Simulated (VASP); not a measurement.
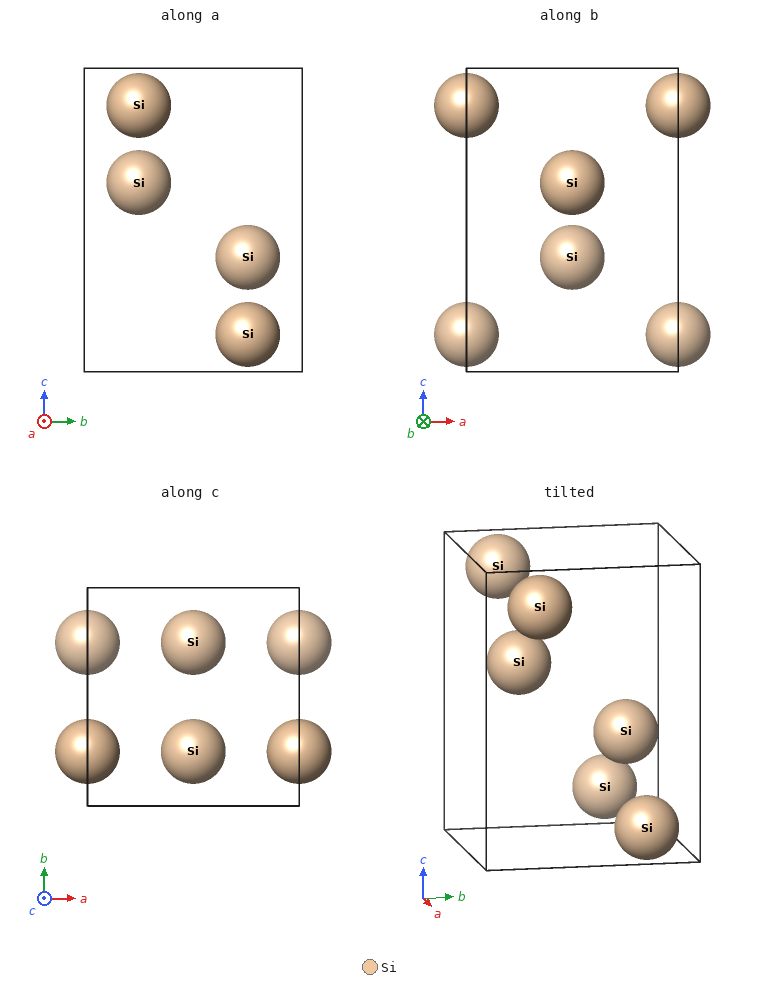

The crystal in a spheres-only representation, seen along the a axis, along the b axis, along the c axis and slightly off an axis. The edges of the conventional unit cell are marked.

Lattice parameters: a = 3.792 Å, b = 3.907 Å, c = 5.444 Å, α = 90.00°, β = 90.00°, γ = 90.00°.

### Put the structure into a table of Wyckoff sites, with free fractional coordinates to two decimals.

Space group Imma (No. 74).
```
atom  site     x     y     z
  Si    4e  0.00  0.75  0.12
```

Provenance: a structure type filled with this element by a generator (whether the element takes this form wasn't checked). The cell was then strained or its atoms displaced on purpose. VASP was used for an electronic-structure calculation on it.
